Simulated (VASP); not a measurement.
# GaN: time-dependent DFT spectra, part 2 of 3

Wanted: excitation energies of GaN by functional. The cell is of the wurtzite type, one of the forms listed for this formula. The start is a cell from a database of measured crystal structures.

VASP 6.6.1, plane waves and PAW; the level of theory is named at each step.

So far. Step 3 (Empty bands, functional LDA): WAVECAR now holds 40 bands for 36 electrons. Its independent-particle dielectric tensor has xx, yy, zz = 6.3, 6.3, 6.2 on this mesh, which isn't tested for convergence in mesh or bands and lacks local fields.

The database entry behind the starting cell differs from later determinations by our own check (about 0.3 % short, ideal inner coordinate), so it need not match the best structure at ambient conditions.

### Step 4. Casida equation on LDA

This step: time-dependent LDA, Casida form; plane waves and PAW (Ga_d, N) (VASP 6.6.1).

The Casida equation, in the Tamm-Dancoff approximation (ANTIRES = 0), couples the pairs by a local exchange-correlation kernel; a semilocal kernel is short-ranged. On this coarse mesh the spectra break into peaks of single stars of k points, and those at the smallest gap weigh too much.

The input, INCAR:

```
SYSTEM = GaN
PREC = Accurate
ENCUT = 420
ISMEAR = 0
SIGMA = 0.01
LREAL = .FALSE.
GGA = CA
NBANDS = 40
ALGO = TDHF
NBANDSO = 5
NBANDSV = 5
OMEGAMAX = 25
NEDOS = 1000
CSHIFT = 0.1
PRECFOCK = Fast
LWAVE = .FALSE.
LCHARG = .FALSE.
ANTIRES = 0
LFXC = .TRUE.
LADDER = .FALSE.
```

The input, POSCAR:

```
GaN
1.0
    3.1800000000      0.0000000000      0.0000000000
   -1.5900000000      2.7539607840      0.0000000000
    0.0000000000      0.0000000000      5.1660000000
Ga N
2 2
Direct
    0.6666666667      0.3333333333      0.5000000000
    0.3333333333      0.6666666667      0.0000000000
    0.6666666667      0.3333333333      0.8750000000
    0.3333333333      0.6666666667      0.3750000000
```

The input, KPOINTS:

```
Automatic mesh
0
Gamma
6 6 4
0 0 0
```

Potentials, in the order of the species: Ga_d and N (PBE family, release 64).

Command:

```sh
> mpirun -np 8 vasp_std
```

The log of the run:

```text
[banner, memory and clock lines left out]
running    8 mpi-ranks, on    1 nodes
 distrk:  each k-point on    8 cores,    1 groups
 distr:  one band on    1 cores,    8 groups

 POSCAR found type information on POSCAR GaN
 POSCAR found :  2 types and       4 ions
|                                                                             |
|           W    W    AA    RRRRR   N    N  II  N    N   GGGG   !!!           |
|           W    W   A  A   R    R  NN   N  II  NN   N  G    G  !!!           |
|           W    W  A    A  R    R  N N  N  II  N N  N  G       !!!           |
|           W WW W  AAAAAA  RRRRR   N  N N  II  N  N N  G  GGG   !            |
|           WW  WW  A    A  R   R   N   NN  II  N   NN  G    G                |
|           W    W  A    A  R    R  N    N  II  N    N   GGGG   !!!           |
|                                                                             |
|     For optimal performance we recommend to set                             |
|       NCORE = 2 up to number-of-cores-per-socket                            |
|     NCORE specifies how many cores store one orbital (NPAR=cpu/NCORE).      |
|     This setting can greatly improve the performance of VASP for DFT.       |
|     The default, NCORE=1 might be grossly inefficient on modern             |
|     multi-core architectures or massively parallel machines. Do your        |
|     Unfortunately you need to use the default for GW and RPA                |
|     calculations (for HF NCORE is supported but not extensively tested      |
|     yet).                                                                   |
|                                                                             |

|                                                                             |
|               ----> ADVICE to this user running VASP <----                  |
|                                                                             |
|     You enforced a specific xc type in the INCAR file but a different       |
|     [... a line on the potential file left out ...]
|     I HOPE YOU KNOW WHAT YOU ARE DOING!                                     |
|                                                                             |

|                                                                             |
|           W    W    AA    RRRRR   N    N  II  N    N   GGGG   !!!           |
|           W    W   A  A   R    R  NN   N  II  NN   N  G    G  !!!           |
|           W    W  A    A  R    R  N N  N  II  N N  N  G       !!!           |
|           W WW W  AAAAAA  RRRRR   N  N N  II  N  N N  G  GGG   !            |
|           WW  WW  A    A  R   R   N   NN  II  N   NN  G    G                |
|           W    W  A    A  R    R  N    N  II  N    N   GGGG   !!!           |
|                                                                             |
|     The default for ENCUTGWSOFT is different in this version of VASP.       |
|     please manually set ENCUTGWSOFT =280 in the INCAR file.                 |
|                                                                             |

 LDA part: xc-table for (Slater(with rela. corr.)+CA(PZ))
 , standard interpolation
 found WAVECAR, reading the header
 POSCAR, INCAR and KPOINTS ok, starting setup
 FFT: planning ... GRIDC
 FFT: planning ... GRID_SOFT
 FFT: planning ... GRID
 reading WAVECAR
 the WAVECAR file was read successfully
 initial charge from wavefunction
 available memory per node:    130.80 GB, setting MAXMEM to    133934

 The Fermi energy was updated, please check that it is located mid-gap
 values below the HOMO (VB) or above the LUMO (CB) will cause erroneous energies
 E-fermi :   6.0851

 the WAVEDER file was read successfully
 responsefunction array rank=     496
 LDA part: xc-table for (Slater(with rela. corr.)+CA(PZ))
 , standard interpolation

 min. memory requirement per mpi rank     82.1 MB, per node    656.9 MB

 Doing            0  frequencies on each core in blocks of            0
 parallelization over k-points
 Using distributed matrix
 Using distributed eigensolver
 allocating two-electron 4 orbital integral table    5    5    5    5
 BSE setting up matrix
 available memory per node:    130.73 GB, setting MAXMEM to    133870
 Calculate matrix elements of the BSE Hamiltonian:
 Workload is divided into blocks of two-electron 4 orbital integrals computed in
  parallel.
 Each block/integral has dimensions  of (   5,   5,   5,   5) orbitals
 Total number of blocks/integrals:                10440
 Number of spins:                                     1
 Number of kpoints:                                 144
 Spin channel:                                        1
  Number of blocks of unoccupied bands:               1
  Number of blocks of occupied bands:                 1
 Number of rows/columns of blocks:                  144

                                                        Time (sec)
               Integrals                 Ranks       Real         CPU
  [         1 -       1152/     10440]     8         0.45        0.00
  [      1153 -       2304/     10440]     8         0.88        0.00
  [      2305 -       3456/     10440]     8         1.44        0.00
  [      3457 -       4608/     10440]     8         1.91        0.00
  [      4609 -       5760/     10440]     8         2.34        0.00
  [      5761 -       6912/     10440]     8         2.79        0.00
  [      6913 -       8064/     10440]     8         3.28        0.00
  [      8065 -       9216/     10440]     8         3.75        0.00
  [      9217 -      10368/     10440]     8         4.21        0.00
  [     10369 -      10440/     10440]     8         4.27        0.00

 BSE redistributing all elements
 BSE diagonalizing matrix PDSYEVX_ZHEEVX_DESC
 BSE calculating oscillator strength
```

The job ended after 11 s (8 MPI ranks of Intel Xeon Platinum 8559C (Emerald Rapids), shared host; peak memory 2.1 GiB; 78 s of CPU time).

Parts of OUTCAR (step 4):

```text
 Found     21 irreducible k-points:

   k-points           NKPTS =     21   k-points in BZ     NKDIM =    144   number of bands    NBANDS=     40

   NELECT =      36.0000    total number of electrons

 E-fermi :   6.0851

[... 8 parts as in an earlier step ...]
```

This step gave:

```yaml
lowest_excitation: 1.979 eV
```

The imaginary dielectric function has structure finer than the step of the table below, so its rows give means over 2 eV, whole bins alone (the curve runs from 0 to 25 eV). Peaks (eV: height): xx 5.6: 7.22, 6.5: 10.2, 7.1: 10.3, 7.8: 9.98, 9.4: 7.06, 10.3: 5.68, 11.1: 6.29; zz 5.6: 7.77, 5.9: 13.1, 7.1: 17.2, 7.4: 8.97, 7.9: 8.37, 9.7: 6.94, 11.1: 7.41.

From 5 filled and 5 empty bands alone, without any pair above OMEGAMAX = 25 eV, so strength is missing wherever others contribute; lines are broadened by CSHIFT, which also makes the tail under the first line. Table of imaginary dielectric function by photon energy; means over each step:

```csv
photon energy (eV),xx,zz
2,0.832,0.862
4,1.98,1.87
6,6.10,6.06
8,6.38,6.15
10,5.15,5.00
12,2.53,2.85
14,0.337,0.426
16,0.0561,0.0840
18,0.0164,0.0176
20,0.00990,0.0103
22,0.00665,0.00686
24,0.00475,0.00487
```

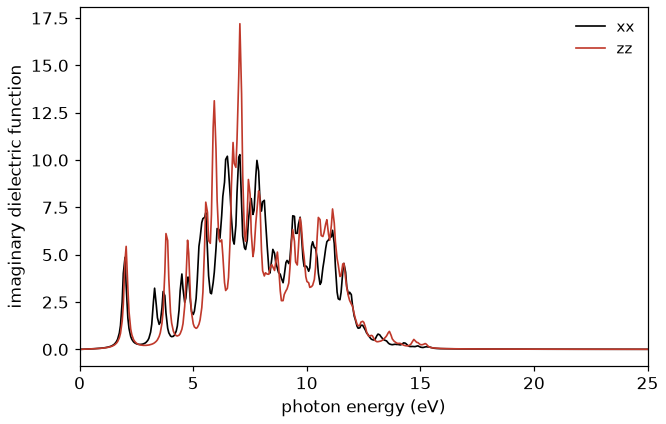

Imaginary dielectric function against photon energy.

The lowest excitation lies at 1.979 eV, +5 meV against the direct gap of these orbitals. Peak heights aren't converged with the mesh, least of all at the onset.

### Step 5. Random-phase approximation on LDA

This step: RPA spectrum on LDA; plane waves and PAW (Ga_d, N) (VASP 6.6.1).

With the exchange-correlation kernel off, only the local fields remain: the random-phase approximation.

Edit INCAR of step 4 so:

```diff
@@ -18,3 +18,3 @@
 ANTIRES = 0
-LFXC = .TRUE.
+LFXC = .FALSE.
 LADDER = .FALSE.
```

POSCAR is that of step 4.

KPOINTS is that of step 4.

Command:

```sh
> mpirun -np 8 vasp_std
```

The log of the run:

```text
[banner, memory and clock lines left out]
 LDA part: xc-table for (Slater(with rela. corr.)+CA(PZ))
 , standard interpolation
 found WAVECAR, reading the header
 POSCAR, INCAR and KPOINTS ok, starting setup
 FFT: planning ... GRIDC
 FFT: planning ... GRID_SOFT
 FFT: planning ... GRID
 reading WAVECAR
 the WAVECAR file was read successfully
 initial charge from wavefunction
 available memory per node:    130.63 GB, setting MAXMEM to    133767

 Doing            0  frequencies on each core in blocks of            0
 parallelization over k-points
 Using distributed matrix
 Using distributed eigensolver
 allocating two-electron 4 orbital integral table    5    5    5    5
 BSE setting up matrix
 available memory per node:    130.56 GB, setting MAXMEM to    133695
 Calculate matrix elements of the BSE Hamiltonian:
 Workload is divided into blocks of two-electron 4 orbital integrals computed in
  parallel.
 Each block/integral has dimensions  of (   5,   5,   5,   5) orbitals
 Total number of blocks/integrals:                10440
 Number of spins:                                     1
 Number of kpoints:                                 144
 Spin channel:                                        1
  Number of blocks of unoccupied bands:               1
  Number of blocks of occupied bands:                 1
 Number of rows/columns of blocks:                  144

                                                        Time (sec)
               Integrals                 Ranks       Real         CPU
  [         1 -       1152/     10440]     8         0.48        0.00
  [      1153 -       2304/     10440]     8         0.96        0.00
  [      2305 -       3456/     10440]     8         1.45        0.00
  [      3457 -       4608/     10440]     8         1.99        0.00
  [      4609 -       5760/     10440]     8         2.56        0.00
  [      5761 -       6912/     10440]     8         3.10        0.00
  [      6913 -       8064/     10440]     8         3.64        0.00
  [      8065 -       9216/     10440]     8         4.09        0.00
  [      9217 -      10368/     10440]     8         4.55        0.00
  [     10369 -      10440/     10440]     8         4.61        0.00

[... 8 parts as in an earlier step ...]
```

Wall time 11 s (8 MPI ranks); peak memory 2.1 GiB; 84 s of CPU time.

From OUTCAR (step 5):

```text
   NELECT =      36.0000    total number of electrons

 E-fermi :   6.0851

[... 9 parts as in an earlier step ...]

[... 1 further part left out ...]
```

This step gave:

- lowest excitation: 1.982 eV

The imaginary dielectric function has structure finer than the step of the table below, so its rows give means over 1 eV, whole bins alone (the curve runs from 0 to 25 eV). Peaks (eV: height): xx 5.6: 6.78, 6.5: 9.84, 7.1: 10.3, 7.9: 9.89, 9.7: 7.29, 10.3: 5.89, 11.2: 6.84; zz 3.9: 5.59, 5.9: 11.6, 7.1: 16.8, 7.5: 8.70, 7.9: 8.86, 9.7: 6.65, 11.2: 8.21.

From 5 filled and 5 empty bands alone, without any pair above OMEGAMAX = 25 eV, so strength is missing wherever others contribute; lines are broadened by CSHIFT, which also makes the tail under the first line. The imaginary dielectric function by photon energy; means over each step:

```csv
photon energy (eV),xx,zz
1,0.0837,0.0754
2,1.40,1.50
3,0.928,0.273
4,1.50,1.90
5,3.42,2.15
6,5.46,6.24
7,7.11,8.96
8,7.32,5.70
9,4.82,4.21
10,5.52,4.54
11,4.96,6.33
12,2.87,3.03
13,0.815,0.797
14,0.322,0.490
15,0.154,0.335
16,0.0456,0.0541
17,0.0236,0.0260
18,0.0170,0.0185
19,0.0130,0.0137
20,0.0103,0.0107
21,0.00831,0.00862
22,0.00688,0.00710
23,0.00577,0.00594
24,0.00490,0.00503
```

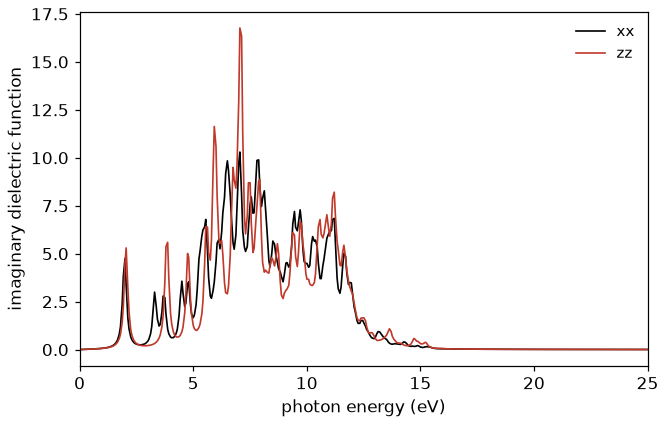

Imaginary dielectric function, plotted against photon energy.

The lowest excitation lies at 1.982 eV, +8 meV against the direct gap of these orbitals. Peak heights aren't converged with the mesh, least of all at the onset.

### Step 6. Orbitals for ground state at HSE06

This step: LDA; plane waves and PAW (Ga_d, N) (VASP 6.6.1).

A hybrid converges faster from good orbitals, so a cheap LDA run writes WAVECAR first.

The input, INCAR:

```
SYSTEM = GaN
PREC = Accurate
ENCUT = 420
EDIFF = 1E-05
NELM = 100
ISMEAR = 0
SIGMA = 0.01
LREAL = .FALSE.
ALGO = Normal
GGA = CA
NBANDS = 24
LORBIT = 11
LWAVE = .TRUE.
LCHARG = .FALSE.
KPAR = 8
```

POSCAR is that of step 5.

KPOINTS is that of step 5.

Command:

```sh
> mpirun -np 8 vasp_std
```

The log of the run:

```text
[banner, memory and clock lines left out]
running    8 mpi-ranks, on    1 nodes
 distrk:  each k-point on    1 cores,    8 groups
 distr:  one band on    1 cores,    1 groups

 POSCAR found type information on POSCAR GaN
 POSCAR found :  2 types and       4 ions
 [... a notice as in an earlier step ...]

 [... a notice as in an earlier step ...]

 LDA part: xc-table for (Slater(with rela. corr.)+CA(PZ))
 , standard interpolation
 POSCAR, INCAR and KPOINTS ok, starting setup
 FFT: planning ... GRIDC
 FFT: planning ... GRID_SOFT
 FFT: planning ... GRID
 WAVECAR not read
 entering main loop
       N       E                     dE             d eps       ncg     rms          rms(c)
[... 12 cycles as in an earlier step ...]
DAV:  13    -0.280152144577E+02   -0.10252E-04   -0.40878E-06   584   0.219E-02    0.834E-02
DAV:  14    -0.280152940934E+02   -0.79636E-04   -0.99597E-05  1104   0.864E-02    0.147E-01
DAV:  15    -0.280153337189E+02   -0.39625E-04   -0.32499E-05   872   0.411E-02    0.184E-01
DAV:  16    -0.280152697592E+02    0.63960E-04   -0.26910E-05   896   0.712E-02    0.146E-01
DAV:  17    -0.280152010132E+02    0.68746E-04   -0.10020E-04  1216   0.906E-02    0.735E-02
DAV:  18    -0.280151862823E+02    0.14731E-04   -0.61407E-05  1336   0.540E-02    0.183E-02
DAV:  19    -0.280151855329E+02    0.74939E-06   -0.63929E-06   648   0.214E-02
   1 F= -.28015186E+02 E0= -.28015186E+02  d E =-.181731E-68
 writing wavefunctions
```

Wall time 3.8 s (8 MPI ranks); peak memory 1.2 GiB.

From OUTCAR (step 6):

```text
   NELECT =      36.0000    total number of electrons

 E-fermi :   5.2204

 k-point     1 :       0.0000    0.0000    0.0000
  band No.  band energies     occupation
    ...
     14       4.0197      2.00000
     15       4.0197      2.00000
     16       5.0351      2.00000
     17       5.0984      2.00000
     18       5.0984      2.00000
     19       7.0723      0.00000
     20       9.2964      0.00000
     21      14.1930      0.00000
     22      14.8359      0.00000
     23      14.8359      0.00000
    ...

  Total       -1.8653274     -1.8653274     -1.2687033      0.0000000      0.0000000      0.0000000
  in kB      -66.0581466    -66.0581466    -44.9294769      0.0000000      0.0000000      0.0000000
  external PRESSURE =     -59.0152567 kB  Pullay stress =       0.0000000 kB

 POSITION                                       TOTAL-FORCE (eV/Angst)
 -----------------------------------------------------------------------------------
      1.59000      0.91799      2.58300         0.000000     -0.000000     -0.127075
     -0.00000      1.83597      0.00000        -0.000000      0.000000     -0.127075
      1.59000      0.91799      4.52025         0.000000      0.000000      0.127075
     -0.00000      1.83597      1.93725        -0.000000     -0.000000      0.127075
 -----------------------------------------------------------------------------------
    total drift:                               -0.000001     -0.000001     -0.000198

  FREE ENERGIE OF THE ION-ELECTRON SYSTEM (eV)
  ---------------------------------------------------
  free  energy   TOTEN  =       -28.0151855329 eV

  energy  without entropy=      -28.0151855329  energy(sigma->0) =      -28.01518553

[... 10 parts as in an earlier step ...]

[... 7 further parts left out ...]
```

This step gave:

```
pressure : -5.902 GPa
```

The run ends at a pressure of -5.90 GPa, with forces up to 0.13 eV/Å.

### Step 7. Ground state at HSE06

This step: HSE06; plane waves and PAW (Ga_d, N) (VASP 6.6.1).

Many-body steps start from the orbitals of a self-consistent run, here HSE06. A small SIGMA keeps every occupation at zero or full.

The input, INCAR:

```
SYSTEM = GaN
PREC = Accurate
ENCUT = 420
EDIFF = 1E-08
NELM = 100
ISMEAR = 0
SIGMA = 0.01
LREAL = .FALSE.
ALGO = Normal
LHFCALC = .TRUE.
AEXX = 0.25
GGA = PE
HFSCREEN = 0.2
LASPH = .TRUE.
NBANDS = 24
PRECFOCK = Fast
LORBIT = 11
LWAVE = .TRUE.
LCHARG = .FALSE.
KPAR = 8
```

POSCAR is that of step 6.

KPOINTS is that of step 6.

The run starts from files that an earlier step left in the folder.

Command:

```sh
> mpirun -np 8 vasp_std
```

The log of the run:

```text
[banner, memory and clock lines left out]
running    8 mpi-ranks, on    1 nodes
 distrk:  each k-point on    1 cores,    8 groups
 distr:  one band on    1 cores,    1 groups

 POSCAR found type information on POSCAR GaN
 POSCAR found :  2 types and       4 ions
 [... a notice as in an earlier step ...]

 LDA part: xc-table for (Slater+PW92), standard interpolation
 found WAVECAR, reading the header
 POSCAR, INCAR and KPOINTS ok, starting setup
 FFT: planning ... GRIDC
 FFT: planning ... GRID_SOFT
 FFT: planning ... GRID
 reading WAVECAR
 the WAVECAR file was read successfully
 initial charge from wavefunction
 entering main loop
       N       E                     dE             d eps       ncg     rms          rms(c)
DAV:   1    -0.296098202031E+02   -0.29610E+02   -0.23481E+00  1376   0.361E+01    0.125E+00
DAV:   2    -0.295861547534E+02    0.23665E-01   -0.23636E-01  1544   0.823E+00    0.808E-01
DAV:   3    -0.295740786981E+02    0.12076E-01   -0.41200E-02  1560   0.306E+00    0.475E-01
DAV:   4    -0.295736190009E+02    0.45970E-03   -0.71681E-03  1720   0.103E+00    0.262E-01
DAV:   5    -0.295732681080E+02    0.35089E-03   -0.54130E-04  1624   0.335E-01    0.140E-01
DAV:   6    -0.295731372702E+02    0.13084E-03   -0.15671E-04  1248   0.105E-01    0.718E-02
DAV:   7    -0.295730948409E+02    0.42429E-04   -0.20278E-05  1424   0.493E-02    0.395E-02
DAV:   8    -0.295730793515E+02    0.15489E-04   -0.52619E-06  1608   0.298E-02    0.229E-02
DAV:   9    -0.295730742809E+02    0.50705E-05   -0.25805E-06  1520   0.170E-02    0.136E-02
DAV:  10    -0.295730726599E+02    0.16210E-05   -0.94726E-07  1400   0.834E-03    0.823E-03
DAV:  11    -0.295730720952E+02    0.56477E-06   -0.24837E-07  1304   0.437E-03    0.496E-03
DAV:  12    -0.295730719140E+02    0.18123E-06   -0.83640E-08  1192   0.281E-03    0.303E-03
DAV:  13    -0.295730718408E+02    0.73204E-07   -0.37691E-08  1184   0.181E-03    0.191E-03
DAV:  14    -0.295730718126E+02    0.28112E-07   -0.12114E-08   832   0.109E-03    0.119E-03
DAV:  15    -0.295730718046E+02    0.80527E-08   -0.75511E-09   672   0.784E-04
   1 F= -.29573072E+02 E0= -.29573072E+02  d E =-.664215E-14
 writing wavefunctions
```

Wall time 4.7 min (8 MPI ranks); peak memory 2.1 GiB; 37 min of CPU time.

From OUTCAR (step 7):

```text
   k-points           NKPTS =     21   k-points in BZ     NKDIM =    144   number of bands    NBANDS=     24

   NELECT =      36.0000    total number of electrons

  exchange ACFDT corr.  =         0.00000000  see jH, gK, PRB 81, 115126

 E-fermi :   4.6466

 k-point     1 :       0.0000    0.0000    0.0000
  band No.  band energies     occupation
    ...
     14       3.4469      2.00000
     15       3.4470      2.00000
     16       4.5411      2.00000
     17       4.5984      2.00000
     18       4.5985      2.00000
     19       7.8624      0.00000
     20      10.3568      0.00000
     21      15.6602      0.00000
     22      16.1189      0.00000
     23      16.1189      0.00000
    ...

 POSITION                                       TOTAL-FORCE (eV/Angst)
 -----------------------------------------------------------------------------------
      1.59000      0.91799      2.58300         0.000000     -0.000000     -0.153430
     -0.00000      1.83597      0.00000        -0.000000      0.000000     -0.153430
      1.59000      0.91799      4.52025        -0.000000      0.000000      0.153430
     -0.00000      1.83597      1.93725        -0.000000      0.000000      0.153430
 -----------------------------------------------------------------------------------
    total drift:                               -0.000000     -0.000004     -0.000393

  FREE ENERGIE OF THE ION-ELECTRON SYSTEM (eV)
  ---------------------------------------------------
  free  energy   TOTEN  =       -29.5730718046 eV

  energy  without entropy=      -29.5730718046  energy(sigma->0) =      -29.57307180

[... 8 parts as in an earlier step ...]

[... 8 further parts left out ...]
```

The PAW data sets were made with PBE, which is usual practice but a small mismatch for other functionals.

This step gave:

```
free energy (TOTEN)            : -29.57 eV
Fermi energy                   : 4.647 eV
gap on the k-mesh              : 3.264 eV
least direct gap on the k-mesh : 3.264 eV
```

(Part 2 of 3 ends here.)

[Lines on the potential files, build, host, timing and source positions are cut from VASP's logs without a mark.]

[Logs are printed without paths, hosts, clocks, repeated set-up lines and the standing remarks that a program may print on its own settings, such as how far it seeks lower states.]

[Hosts, paths, dates, database ids (printed as entryN), source tags and the programs' standing remarks are cut or masked in the printed files.]

[Pressures printed for these runs are not shown converged in the cutoff: they can be off by several GPa and have the wrong sign.]
